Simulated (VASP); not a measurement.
# RPA total energies of AlN, part 6 of 6

How do cheaper functionals compare with the RPA for AlN, and at what cost? The scan starts from a database cell, scaled to the smallest volume of the series. The cell is of the zinc-blende type, one of the forms listed for this formula. The start is a computed cell from the Materials Project.

VASP 6.6.1, plane waves and PAW; the level of theory is named at each step.

So far. Step 31 (Exact exchange, volume ratio 1.06): The Hartree-Fock energy on these orbitals is -12.8789 eV an atom. Step 32 (Empty bands, volume ratio 1.06): WAVECAR now holds 696 bands for 8 electrons.

**33. RPA correlation, volume ratio 1.06**

This step: RPA correlation on PBE orbitals; plane waves and PAW (Al_GW, N_GW) (VASP 6.6.1).

RPA correlation at this point.

INCAR reads:

```
SYSTEM = AlN
PREC = Accurate
ENCUT = 570
ISMEAR = 0
SIGMA = 0.05
LREAL = .FALSE.
GGA = PE
NBANDS = 696
ALGO = ACFDT
ENCUTGW = 200
NOMEGA = 12
PRECFOCK = Fast
LWAVE = .FALSE.
LCHARG = .FALSE.
```

POSCAR reads:

```
AlN
1.0
    0.0000000000      2.2268278375      2.2268278375
    2.2268278375      0.0000000000      2.2268278375
    2.2268278375      2.2268278375      0.0000000000
Al N
1 1
Direct
    0.0000000000      0.0000000000      0.0000000000
    0.2500000000      0.2500000000      0.2500000000
```

KPOINTS reads:

```
Automatic mesh
0
Gamma
4 4 4
0 0 0
```

Potentials, in the order of the species: Al_GW and N_GW (PBE family, release 64).

Run with:

```sh
> mpirun -np 8 vasp_std
```

Log:

```text
[banner, memory and clock lines left out]
running    8 mpi-ranks, on    1 nodes
[...]
[... a notice as in an earlier step ...]

 LDA part: xc-table for (Slater+PW92), standard interpolation
 found WAVECAR, reading the header
 POSCAR, INCAR and KPOINTS ok, starting setup
[...]
reading WAVECAR
 the WAVECAR file was read successfully
 initial charge from wavefunction
 available memory per node:     32.42 GB, setting MAXMEM to     33199

 The Fermi energy was updated, please check that it is located mid-gap
 values below the HOMO (VB) or above the LUMO (CB) will cause erroneous energies
 E-fermi :   6.1282

 the WAVEDER file was read successfully
 set NWRITE>2 for more details about minimax calculation
 number of imaginary grid points requested:      12
 number of distinct grids requested:  1
 quadrature errors minimized for energies in [ 0.326E+01, 0.572E+03 ]
 bosonic grid (T=0, re) determined with error: 0.1070E-07
 bosonic grid (re): 0.1070E-07
[...]
NQ=   2    0.2500    0.0000    0.0000,
|.........|.........|.........|.........
 performed       4250000 updates of chi_q(r,r)
 total number of BLAS operations        701.85 Gflops
NQ=   3    0.5000    0.0000    0.0000,
|.........|.........|.........|.........
 performed       6375000 updates of chi_q(r,r)
 total number of BLAS operations       1025.72 Gflops
NQ=   4    0.2500    0.2500    0.0000,
|.........|.........|.........|.........
 performed       8500000 updates of chi_q(r,r)
 total number of BLAS operations       1403.28 Gflops
NQ=   5    0.5000    0.2500    0.0000,
|.........|.........|.........|.........
 performed      10625000 updates of chi_q(r,r)
 total number of BLAS operations       1751.05 Gflops
NQ=   6   -0.2500    0.2500    0.0000,
|.........|.........|.........|.........
 performed      12750000 updates of chi_q(r,r)
 total number of BLAS operations       2074.92 Gflops
NQ=   7    0.5000    0.5000    0.0000,
|.........|.........|.........|.........
 performed      14875000 updates of chi_q(r,r)
 total number of BLAS operations       2457.57 Gflops
NQ=   8   -0.2500    0.5000    0.2500,
|.........|.........|.........|.........
 performed      17000000 updates of chi_q(r,r)
 total number of BLAS operations       2810.22 Gflops
 entering main loop
```

It took 21 s on 8 MPI ranks of Intel Xeon 6975P-C (Granite Rapids), shared host; peak memory 1.6 GiB.

Parts of OUTCAR (step 33):

```text
      cutoff energy     smooth cutoff   RPA   correlation   Hartree contr. to MP2
---------------------------------------------------------------------------------
            200.000           160.000      -11.5858191823      -18.5944413176
            190.476           152.381      -11.4859881383      -18.4758510264
            181.406           145.125      -11.3804647116      -18.3486013922
            172.768           138.214      -11.2706186617      -18.2139798114
            164.541           131.632      -11.1514373247      -18.0655373701
            156.705           125.364      -11.0269040669      -17.9078252598
            149.243           119.394      -10.8977508037      -17.7414162300
            142.136           113.709      -10.7628000860      -17.5648410572
  linear regression

[... 2 parts as in an earlier step ...]

[... 2 further parts left out ...]
[key lines of the parts left out:]
E-fermi :   6.1282
```

Extrapolated by the program to an infinite response cutoff, the correlation energy is -6.4047 eV an atom, -16 meV against the point before. With exact exchange the total is -19.2836 eV an atom.

**34. Comparison: r2SCAN, volume ratio 1.06**

This step: r2SCAN; plane waves and PAW (Al_GW, N_GW) (VASP 6.6.1).

The comparison at this point.

INCAR reads:

```
SYSTEM = AlN
PREC = Accurate
ENCUT = 570
EDIFF = 1E-06
NELM = 100
ISMEAR = 0
SIGMA = 0.05
LREAL = .FALSE.
ALGO = Normal
METAGGA = R2SCAN
LASPH = .TRUE.
NBANDS = 10
LWAVE = .FALSE.
LCHARG = .FALSE.
KPAR = 8
```

POSCAR is that of step 33.

KPOINTS is that of step 33.

Run with:

```sh
> mpirun -np 8 vasp_std
```

Log:

```text
[... set-up lines as in an earlier step ...]
 entering main loop
       N       E                     dE             d eps       ncg     rms          rms(c)
DAV:   1     0.103529853293E+02    0.10353E+02   -0.49337E+03   176   0.775E+02
DAV:   2    -0.222596257935E+02   -0.32613E+02   -0.29712E+02   190   0.183E+02
DAV:   3    -0.235702912196E+02   -0.13107E+01   -0.13082E+01   202   0.308E+01
DAV:   4    -0.235788015783E+02   -0.85104E-02   -0.85094E-02   212   0.315E+00
[...]
DAV:   9    -0.190906248888E+02    0.31352E-03   -0.21507E-03   252   0.505E-01    0.621E-02
DAV:  10    -0.190907400430E+02   -0.11515E-03   -0.18798E-04   180   0.190E-01    0.271E-03
DAV:  11    -0.190907408905E+02   -0.84745E-06   -0.42535E-06   218   0.192E-02
   1 F= -.19090741E+02 E0= -.19090741E+02  d E =-.134906E-19
```

Wall time 5.6 s (8 MPI ranks); peak memory 1.2 GiB; 33 s of CPU time.

OUTCAR, selected parts (step 34):

```text
  Total       -1.5461061     -1.5461061     -1.5461061      0.0000000      0.0000000     -0.0000000
  in kB     -112.1656700   -112.1656700   -112.1656700      0.0000000      0.0000000     -0.0000000
  external PRESSURE =    -112.1656700 kB  Pullay stress =       0.0000000 kB

 POSITION                                       TOTAL-FORCE (eV/Angst)
 -----------------------------------------------------------------------------------
      0.00000      0.00000      0.00000        -0.000000     -0.000000     -0.000000
      1.11341      1.11341      1.11341         0.000000      0.000000      0.000000
 -----------------------------------------------------------------------------------
    total drift:                               -0.000001     -0.000001     -0.000001

  FREE ENERGIE OF THE ION-ELECTRON SYSTEM (eV)
  ---------------------------------------------------
  free  energy   TOTEN  =       -19.0907408905 eV

  energy  without entropy=      -19.0907408905  energy(sigma->0) =      -19.09074089

[... 2 parts as in an earlier step ...]

[... 1 further part left out ...]
[key lines of the parts left out:]
E-fermi :   4.5395
```

Its energy is -9.5454 eV an atom, on a zero of its own.

**35. Orbitals for comparison: HSE06, volume ratio 1.06**

This step: PBE; plane waves and PAW (Al_GW, N_GW) (VASP 6.6.1).

Starting orbitals, as before.

INCAR reads:

```
SYSTEM = AlN
PREC = Accurate
ENCUT = 570
EDIFF = 1E-05
NELM = 100
ISMEAR = 0
SIGMA = 0.05
LREAL = .FALSE.
ALGO = Normal
GGA = PE
NBANDS = 10
LORBIT = 11
LWAVE = .TRUE.
LCHARG = .FALSE.
KPAR = 8
```

POSCAR is that of step 34.

KPOINTS is that of step 34.

Run with:

```sh
> mpirun -np 8 vasp_std
```

Log:

```text
[... set-up lines as in an earlier step ...]
 entering main loop
       N       E                     dE             d eps       ncg     rms          rms(c)
[... 10 cycles as in an earlier step ...]
DAV:  11    -0.148296438705E+02    0.16449E-05   -0.85013E-06   124   0.323E-02
   1 F= -.14829644E+02 E0= -.14829644E+02  d E =-.173541E-17
 writing wavefunctions
```

Elapsed: 2 s, on 8 MPI ranks; peak memory 1.2 GiB.

OUTCAR, selected parts (step 35):

```text
  Total       -0.9221593     -0.9221593     -0.9221593      0.0000000     -0.0000000      0.0000000
  in kB      -66.9000740    -66.9000740    -66.9000740      0.0000000     -0.0000000      0.0000000
  external PRESSURE =     -66.9000740 kB  Pullay stress =       0.0000000 kB

  FREE ENERGIE OF THE ION-ELECTRON SYSTEM (eV)
  ---------------------------------------------------
  free  energy   TOTEN  =       -14.8296438705 eV

  energy  without entropy=      -14.8296438705  energy(sigma->0) =      -14.82964387

[... 3 parts as in an earlier step ...]

[... 1 further part left out ...]
[key lines of the parts left out:]
E-fermi :   4.7892
```

The run ends at a pressure of -6.69 GPa.

**36. Comparison: HSE06, volume ratio 1.06**

This step: HSE06; plane waves and PAW (Al_GW, N_GW) (VASP 6.6.1).

The comparison at this point.

INCAR reads:

```
SYSTEM = AlN
PREC = Accurate
ENCUT = 570
EDIFF = 1E-06
NELM = 100
ISMEAR = 0
SIGMA = 0.05
LREAL = .FALSE.
ALGO = Normal
LHFCALC = .TRUE.
AEXX = 0.25
GGA = PE
HFSCREEN = 0.2
LASPH = .TRUE.
NBANDS = 10
PRECFOCK = Fast
LWAVE = .FALSE.
LCHARG = .FALSE.
KPAR = 8
```

POSCAR is that of step 35.

KPOINTS is that of step 35.

The run starts from files that an earlier step left in the folder.

Run with:

```sh
> mpirun -np 8 vasp_std
```

Log:

```text
[... set-up lines as in an earlier step ...]
 entering main loop
       N       E                     dE             d eps       ncg     rms          rms(c)
DAV:   1    -0.173610633804E+02   -0.17361E+02   -0.33302E-01   168   0.639E+00    0.352E-01
DAV:   2    -0.173625651883E+02   -0.15018E-02   -0.29841E-03   186   0.436E-01    0.230E-01
DAV:   3    -0.173619606125E+02    0.60458E-03   -0.17968E-04   190   0.159E-01    0.135E-01
DAV:   4    -0.173617487718E+02    0.21184E-03   -0.79295E-05   176   0.114E-01    0.789E-02
DAV:   5    -0.173616800846E+02    0.68687E-04   -0.28235E-05   200   0.708E-02    0.460E-02
DAV:   6    -0.173616574652E+02    0.22619E-04   -0.91574E-06   182   0.439E-02    0.266E-02
DAV:   7    -0.173616501681E+02    0.72971E-05   -0.30360E-06   172   0.259E-02    0.154E-02
DAV:   8    -0.173616478578E+02    0.23103E-05   -0.95914E-07    92   0.146E-02    0.895E-03
DAV:   9    -0.173616468736E+02    0.98418E-06   -0.41878E-07    82   0.824E-03
   1 F= -.17361647E+02 E0= -.17361647E+02  d E =-.117378E-19
```

It took 9 s on 8 MPI ranks; peak memory 1.9 GiB.

From OUTCAR (step 36):

```text
 POSITION                                       TOTAL-FORCE (eV/Angst)
 -----------------------------------------------------------------------------------
      0.00000      0.00000      0.00000         0.000000     -0.000000     -0.000000
      1.11341      1.11341      1.11341        -0.000000      0.000000      0.000000
 -----------------------------------------------------------------------------------
    total drift:                               -0.000003     -0.000003     -0.000003

  FREE ENERGIE OF THE ION-ELECTRON SYSTEM (eV)
  ---------------------------------------------------
  free  energy   TOTEN  =       -17.3616468736 eV

  energy  without entropy=      -17.3616468736  energy(sigma->0) =      -17.36164687

[... 2 parts as in an earlier step ...]

[... 1 further part left out ...]
[key lines of the parts left out:]
E-fermi :   3.8686
```

Its energy is -8.6808 eV an atom, on a zero of its own.

**37. Summary**

This step: exact exchange and RPA correlation on PBE orbitals, beside r2SCAN, beside HSE06; plane waves and PAW (VASP 6.6.1).

No new run; the numbers come from the runs before.

This step gave:

| Item | Value |
| --- | --- |
| equilibrium volume, EXX+RPA | 10.62 Å³/atom |
| bulk modulus | 194.7 GPa |

Energy above the lowest point against volume; values in meV/atom:

```
volume (Å³/atom)   PBE    EXX  EXX+RPA  r2SCAN  HSE06
           9.792  47.2   15.5     45.0    26.5   23.5
          10.105  17.7  0.111     16.1    6.09   4.61
          10.417  2.63      0     1.77       0      0
          10.730     0   13.2        0    6.30   7.74
          11.042  8.12   38.0     8.71    23.3   26.2
```

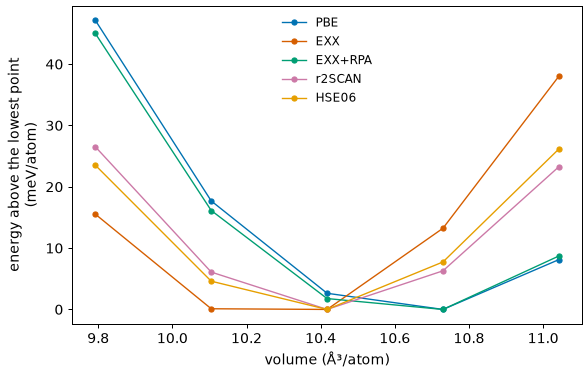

Energy above the lowest point, plotted against volume.

Cost is wall time times ranks on a shared host; the EXX and RPA rows hold the orbitals run too, the hybrid row not its starting run, and runs of a few seconds are mostly start-up. Fits of the equation of state:

```
  level  V0 (Å³/atom)  B0 (GPa)  fit error (meV/atom)  minimum inside the series  cost a point (core minutes)
    PBE         10.64       195              0.001139                        yes                         0.23
    EXX         10.26     240.1              0.006046                        yes                         0.75
EXX+RPA         10.62     194.7               0.02762                        yes                         3.58
 r2SCAN         10.41     211.9              0.002176                        yes                         0.61
  HSE06         10.37     214.4               3.38e-4                        yes                         1.18
```

**38. Outcome**

```json
{
 "PBE": "V0 10.64 Å³/atom, B0 195 GPa",
 "EXX": "V0 10.26 Å³/atom, B0 240 GPa",
 "EXX+RPA": "V0 10.62 Å³/atom, B0 195 GPa",
 "r2SCAN": "V0 10.41 Å³/atom, B0 212 GPa",
 "HSE06": "V0 10.37 Å³/atom, B0 214 GPa"
}
```

**Reading.** Exact exchange with RPA correlation puts the minimum at 10.62 Å³ an atom, with a bulk modulus of 195 GPa. PBE puts the volume 0.20 % above EXX+RPA, at roughly 1/16 of its cost. r2SCAN puts the volume 2.0 % below EXX+RPA, at roughly 1/6 of its cost. HSE06 puts the volume 2.4 % below EXX+RPA, at roughly 1/3 of its cost. Correlation widens the exact-exchange volume by 3.5 %. Mesh, ENCUT and response cutoff weren't varied, and the extrapolation in the response cutoff changes with the volume, so small differences in volume between the levels aren't resolved. Exact exchange and correlation are taken on one coarse mesh and aren't self-consistent; the correlation energy is extrapolated in the response cutoff by the program, which at the first volume adds -634 meV an atom to the value at the highest cutoff and varies with the volume; a small fit error says nothing about that part. NBANDS follows the largest plane-wave count of any k point, which rises in steps with the volume. The cheaper functionals share the mesh, and the fits are third-order Birch-Murnaghan curves. Not tabulated here, as repeats of values shown or as unfit to read for their mesh, reference level or band range: eps2 curves (empty bands); eps1 curves and static values (empty bands); gaps (empty bands).

[Lines on the potential files, build, host, timing and source positions are cut from VASP's logs without a mark.]

[Logs are printed without paths, hosts, clocks, repeated set-up lines and the standing remarks that a program may print on its own settings, such as how far it seeks lower states.]

[Hosts, paths, dates, database ids (printed as entryN), source tags and the programs' standing remarks are cut or masked in the printed files.]

[Pressures printed for these runs are not shown converged in the cutoff: they can be off by several GPa and have the wrong sign.]
